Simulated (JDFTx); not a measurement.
# Run report: Hf, geometry relaxation (part 3 of 3)

Continued. System: Hf (P6₃/mmc, 2 atoms in the cell). Method: Kohn-Sham DFT of a periodic cell, RPBE, SG15-PBE-1.2, no spin polarisation (JDFTx 1.7.0 (patched build)); cutoff 1088.45 eV, 2×2×1 k-mesh, fermi-dirac of 0.05 eV. The structure derives from an entry of the Crystallography Open Database. The settings are looser than a standard set-up, so the numbers are not reference values.

Geometry of the input (Å; fractional positions):
```
3.1967  0.0000  0.0000
-1.5983  2.7684  0.0000
0.0000  0.0000  5.0578
Hf 0.6667  0.3333  0.7500
Hf 0.3333  0.6667  0.2500
```

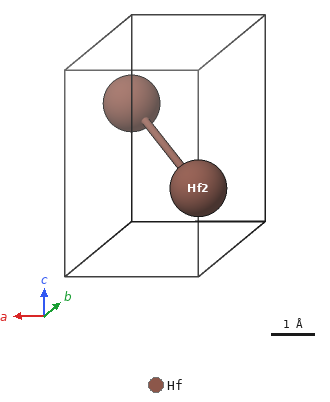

Fig. 1: The geometry at step 5 of the log (ball-and-stick view of the cell of the calculation, seen at an oblique angle; atoms are numbered from 1 in the order of the input).

Output, continued
```
-------- Electronic minimization -----------
Will mix electronic density at each iteration.
	FillingsUpdate:  mu: +0.858948912  nElectrons: 52.000000
	FillingsUpdate:  mu: +0.861046775  nElectrons: 52.000000
SCF: Cycle:  0   F: -447.627440443828448   dF: -1.639e-04   |Residual|: 1.694e-02   |deigs|: 8.723e-06
	FillingsUpdate:  mu: +0.860677659  nElectrons: 52.000000
SCF: Cycle:  1   F: -447.627537579121110   dF: -9.714e-05   |Residual|: 6.598e-03   |deigs|: 2.220e-03
	FillingsUpdate:  mu: +0.860484250  nElectrons: 52.000000
[... 6 further cycles ...]
SCF: Cycle:  8   F: -447.627562094303187   dF: -6.231e-10   |Residual|: 3.193e-06   |deigs|: 3.806e-06
	FillingsUpdate:  mu: +0.860561349  nElectrons: 52.000000
SCF: Cycle:  9   F: -447.627562094506914   dF: -2.037e-10   |Residual|: 3.939e-06   |deigs|: 1.297e-06
SCF: Converged (|Delta E|<1.000000e-09 for 2 iters).

Setting wave functions to eigenvectors of Hamiltonian
# Lattice vectors:
R =
[      5.90261     -2.95131            0  ]
[            0      5.11181            0  ]
[            0            0      10.4077  ]
unit cell volume = 314.032

# Strain tensor in Cartesian coordinates:
[   -0.0228901            0            0  ]
[            0   -0.0228901            0  ]
[            0            0    0.0889166  ]

# Stress tensor in Cartesian coordinates [Eh/a0^3]:
[ -3.36914e-08            0            0  ]
[            0 -3.36914e-08            0  ]
[            0            0 -1.22285e-06  ]

# Ionic positions in lattice coordinates:
ion Hf   0.666666666666667   0.333333333333333   0.750000000000000 1
ion Hf   0.333333333333333   0.666666666666667   0.250000000000000 1

# Forces in Cartesian coordinates:
force Hf   0.000000000000000  -0.000000000000000   0.000000000000000 1
force Hf   0.000000000000000  -0.000000000000000   0.000000000000000 1

# Energy components:
   Eewald =     -361.5851884622808825
       EH =      105.6379880295354639
     Eloc =     -256.7359210373339238
      Enl =      -86.2615011981310857
      Exc =      -38.5378385196973099
       KE =      189.8567468836839964
-------------------------------------
     Etot =     -447.6257143042238340
       TS =        0.0018477902830929
-------------------------------------
        F =     -447.6275620945069136

LatticeMinimize: Iter:   7  F: -447.627562094506914  |grad|_K:  5.728e-05  alpha:  1.000e+00  linmin:  7.898e-01

-------- Electronic minimization -----------
Will mix electronic density at each iteration.
	FillingsUpdate:  mu: +0.860561349  nElectrons: 52.000000
	FillingsUpdate:  mu: +0.860446936  nElectrons: 52.000000
SCF: Cycle:  0   F: -447.627561388340553   dF: -3.485e-06   |Residual|: 1.093e-03   |deigs|: 1.044e-07
	FillingsUpdate:  mu: +0.860443301  nElectrons: 52.000000
SCF: Cycle:  1   F: -447.627561976885033   dF: -5.885e-07   |Residual|: 5.572e-04   |deigs|: 1.140e-04
	FillingsUpdate:  mu: +0.860447799  nElectrons: 52.000000
[... 3 further cycles ...]
SCF: Cycle:  5   F: -447.627562115320643   dF: -4.327e-10   |Residual|: 4.792e-06   |deigs|: 2.110e-06
	FillingsUpdate:  mu: +0.860444735  nElectrons: 52.000000
SCF: Cycle:  6   F: -447.627562115451894   dF: -1.313e-10   |Residual|: 2.635e-06   |deigs|: 1.988e-07
SCF: Converged (|Delta E|<1.000000e-09 for 2 iters).

Setting wave functions to eigenvectors of Hamiltonian
# Lattice vectors:
R =
[       5.9026      -2.9513            0  ]
[            0       5.1118            0  ]
[            0            0      10.4088  ]
unit cell volume = 314.065

# Strain tensor in Cartesian coordinates:
[   -0.0228918            0            0  ]
[            0   -0.0228918            0  ]
[            0            0    0.0890337  ]

# Stress tensor in Cartesian coordinates [Eh/a0^3]:
[  3.16057e-07            0            0  ]
[            0  3.16057e-07            0  ]
[            0            0  3.34323e-08  ]

# Ionic positions in lattice coordinates:
ion Hf   0.666666666666667   0.333333333333333   0.750000000000000 1
ion Hf   0.333333333333333   0.666666666666667   0.250000000000000 1

# Forces in Cartesian coordinates:
force Hf  -0.000000000000000  -0.000000000000000   0.000000000000000 1
force Hf  -0.000000000000000   0.000000000000000   0.000000000000000 1

# Energy components:
   Eewald =     -361.5716691274776622
       EH =      105.6461290903720283
     Eloc =     -256.7574632808956494
      Enl =      -86.2616197073324997
      Exc =      -38.5377601214917860
       KE =      189.8566693512244967
-------------------------------------
     Etot =     -447.6257137956012002
       TS =        0.0018483198507169
-------------------------------------
        F =     -447.6275621154518944

LatticeMinimize: Iter:   8  F: -447.627562115451894  |grad|_K:  2.098e-05  alpha:  1.000e+00  linmin:  5.264e-02

-------- Electronic minimization -----------
Will mix electronic density at each iteration.
	FillingsUpdate:  mu: +0.860444735  nElectrons: 52.000000
	FillingsUpdate:  mu: +0.860503208  nElectrons: 52.000000
SCF: Cycle:  0   F: -447.627562040942735   dF: -2.004e-07   |Residual|: 3.682e-04   |deigs|: 6.568e-09
	FillingsUpdate:  mu: +0.860489118  nElectrons: 52.000000
SCF: Cycle:  1   F: -447.627562103623745   dF: -6.268e-08   |Residual|: 1.851e-04   |deigs|: 4.424e-05
	FillingsUpdate:  mu: +0.860478754  nElectrons: 52.000000
SCF: Cycle:  2   F: -447.627562117466823   dF: -1.384e-08   |Residual|: 2.032e-05   |deigs|: 4.082e-05
	FillingsUpdate:  mu: +0.860479903  nElectrons: 52.000000
SCF: Cycle:  3   F: -447.627562118290143   dF: -8.233e-10   |Residual|: 7.797e-06   |deigs|: 4.690e-06
	FillingsUpdate:  mu: +0.860480339  nElectrons: 52.000000
SCF: Cycle:  4   F: -447.627562118421622   dF: -1.315e-10   |Residual|: 2.612e-06   |deigs|: 2.027e-06
SCF: Converged (|Delta E|<1.000000e-09 for 2 iters).

Setting wave functions to eigenvectors of Hamiltonian
# Lattice vectors:
R =
[      5.90248     -2.95124            0  ]
[            0       5.1117            0  ]
[            0            0      10.4088  ]
unit cell volume = 314.052

# Strain tensor in Cartesian coordinates:
[   -0.0229123            0            0  ]
[            0   -0.0229123            0  ]
[            0            0    0.0890332  ]

# Stress tensor in Cartesian coordinates [Eh/a0^3]:
[  1.41038e-07            0            0  ]
[            0  1.41038e-07            0  ]
[            0            0 -1.92398e-07  ]

# Ionic positions in lattice coordinates:
ion Hf   0.666666666666667   0.333333333333333   0.750000000000000 1
ion Hf   0.333333333333333   0.666666666666667   0.250000000000000 1

# Forces in Cartesian coordinates:
force Hf   0.000000000000000  -0.000000000000000  -0.000000000000000 1
force Hf   0.000000000000000   0.000000000000000   0.000000000000000 1

# Energy components:
   Eewald =     -361.5766060416463574
       EH =      105.6434382992425611
     Eloc =     -256.7499133766652903
      Enl =      -86.2616021687445027
      Exc =      -38.5378054860570458
       KE =      189.8567751201800604
-------------------------------------
     Etot =     -447.6257136536906955
       TS =        0.0018484647309456
-------------------------------------
        F =     -447.6275621184216220

LatticeMinimize: Iter:   9  F: -447.627562118421622  |grad|_K:  1.297e-05  alpha:  1.000e+00  linmin: -7.076e-01
LatticeMinimize: Converged (|Delta F|<1.000000e-06 for 2 iters).

Dumping 'run.eigStats' ...
	eMin: -1.444211 at state 0 ( [ +0.000000 +0.000000 +0.000000 ] spin 0 )
	HOMO: +0.841901 at state 0 ( [ +0.000000 +0.000000 +0.000000 ] spin 0 )
	mu  : +0.860480
	LUMO: +0.861826 at state 1 ( [ +0.000000 +0.500000 +0.000000 ] spin 0 )
	eMax: +1.092276 at state 1 ( [ +0.000000 +0.500000 +0.000000 ] spin 0 )
	HOMO-LUMO gap: +0.019925
	Optical gap  : +0.025240 at state 0 ( [ +0.000000 +0.000000 +0.000000 ] spin 0 )
Done!
```

Trajectory as extended XYZ (Å, eV, eV/Å), 10 frames, from step=0 to step=9
```
2
Lattice="3.1967 0.0000 0.0000 -1.5983 2.7684 0.0000 0.0000 0.0000 5.0578" Properties=species:S:1:pos:R:3:forces:R:3 step=0 energy=-12180.32291
Hf    1.5984    0.9228    3.7934    0.0000   0.0000   0.0000
Hf    0.0000    1.8456    1.2645    0.0000   0.0000   0.0000
2
Lattice="3.2104 0.0000 0.0000 -1.6052 2.7803 0.0000 0.0000 0.0000 5.0789" Properties=species:S:1:pos:R:3:forces:R:3 step=1 energy=-12180.34255
Hf    1.6052    0.9268    3.8092    0.0000   0.0000   0.0000
Hf    0.0000    1.8536    1.2697    0.0000   0.0000   0.0000
2
Lattice="3.2322 0.0000 0.0000 -1.6161 2.7991 0.0000 0.0000 0.0000 5.1363" Properties=species:S:1:pos:R:3:forces:R:3 step=2 energy=-12180.37370
Hf    1.6161    0.9330    3.8522    0.0000   0.0000   0.0000
Hf    0.0000    1.8661    1.2841    0.0000   0.0000   0.0000
2
Lattice="3.2275 0.0000 0.0000 -1.6137 2.7951 0.0000 0.0000 0.0000 5.3211" Properties=species:S:1:pos:R:3:forces:R:3 step=3 energy=-12180.48014
Hf    1.6137    0.9317    3.9909    0.0000   0.0000   0.0000
Hf    0.0000    1.8634    1.3303    0.0000   0.0000   0.0000
2
Lattice="3.1851 0.0000 0.0000 -1.5925 2.7584 0.0000 0.0000 0.0000 5.4004" Properties=species:S:1:pos:R:3:forces:R:3 step=4 energy=-12180.53686
Hf    1.5925    0.9195    4.0503    0.0000   0.0000   0.0000
Hf    0.0000    1.8389    1.3501    0.0000   0.0000   0.0000
2
Lattice="3.1246 0.0000 0.0000 -1.5623 2.7060 0.0000 0.0000 0.0000 5.4982" Properties=species:S:1:pos:R:3:forces:R:3 step=5 energy=-12180.56637
Hf    1.5623    0.9020    4.1237    0.0000   0.0000   0.0000
Hf    0.0000    1.8040    1.3746    0.0000   0.0000   0.0000
2
Lattice="3.1250 0.0000 0.0000 -1.5625 2.7063 0.0000 0.0000 0.0000 5.5118" Properties=species:S:1:pos:R:3:forces:R:3 step=6 energy=-12180.56644
Hf    1.5625    0.9021    4.1338    0.0000   0.0000   0.0000
Hf    0.0000    1.8042    1.3779    0.0000   0.0000   0.0000
2
Lattice="3.1235 0.0000 0.0000 -1.5618 2.7051 0.0000 0.0000 0.0000 5.5075" Properties=species:S:1:pos:R:3:forces:R:3 step=7 energy=-12180.56649
Hf    1.5618    0.9017    4.1306    0.0000   0.0000   0.0000
Hf    0.0000    1.8034    1.3769    0.0000   0.0000   0.0000
2
Lattice="3.1235 0.0000 0.0000 -1.5618 2.7050 0.0000 0.0000 0.0000 5.5081" Properties=species:S:1:pos:R:3:forces:R:3 step=8 energy=-12180.56649
Hf    1.5618    0.9017    4.1311    0.0000   0.0000   0.0000
Hf    0.0000    1.8034    1.3770    0.0000   0.0000   0.0000
2
Lattice="3.1235 0.0000 0.0000 -1.5617 2.7050 0.0000 0.0000 0.0000 5.5081" Properties=species:S:1:pos:R:3:forces:R:3 step=9 energy=-12180.56649
Hf    1.5617    0.9017    4.1311    0.0000   0.0000   0.0000
Hf    0.0000    1.8033    1.3770    0.0000   0.0000   0.0000
```

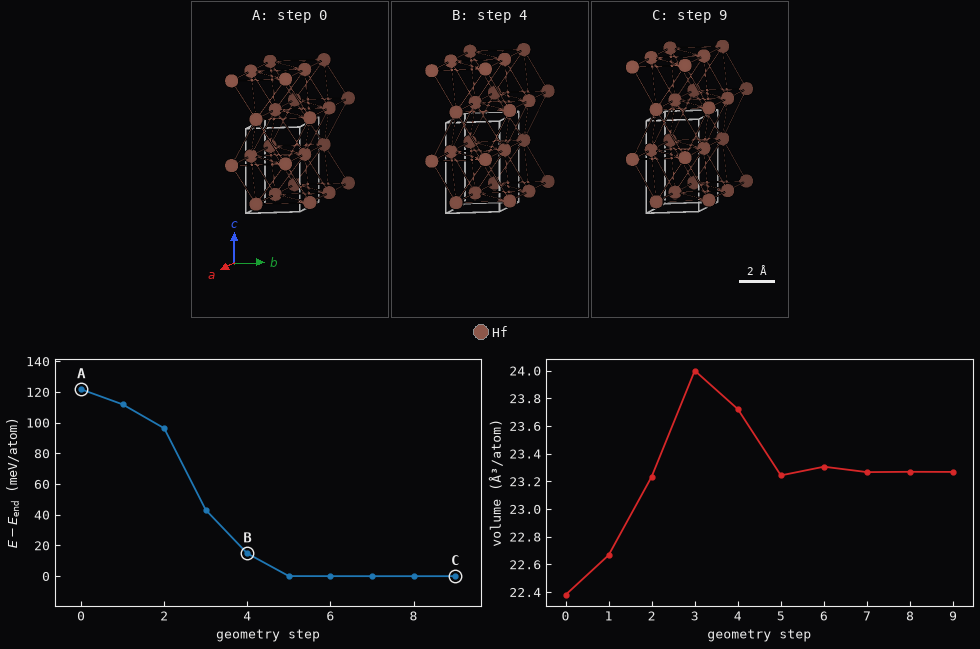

Fig. 2: Frames of the relaxation (ball-and-stick view of the cell of the calculation, repeated 3 × 2 × 2, seen slightly off an axis) above the curves, on which the letters mark them (steps are counted from 0).

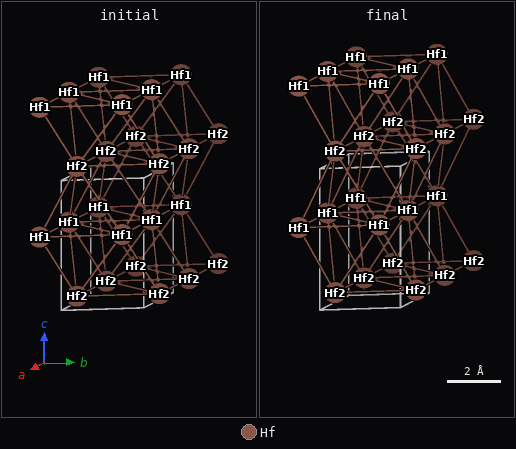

Fig. 3: Before (left) and after (right) the relaxation, at one scale (ball-and-stick view of the cell of the calculation, repeated 3 × 2 × 2, seen slightly off an axis). After 9 geometry steps the energy has fallen by 122 meV per atom. All forces vanish by symmetry, so only the cell relaxes. The atoms keep their places relative to the cell (all moves are under 0.005 Å). The volume changes by +4.0 %, with a = b 3.197 → 3.123 Å (−2.3 %), c 5.058 → 5.508 Å (+8.9 %). Among the contacts that change: Hf1–Hf2 3.131 → 3.292 Å, Hf1–Hf1 3.197 → 3.123 Å. The space group stays P6_3/mmc (No. 194). (Atoms are counted from 1 in the order of the input.)
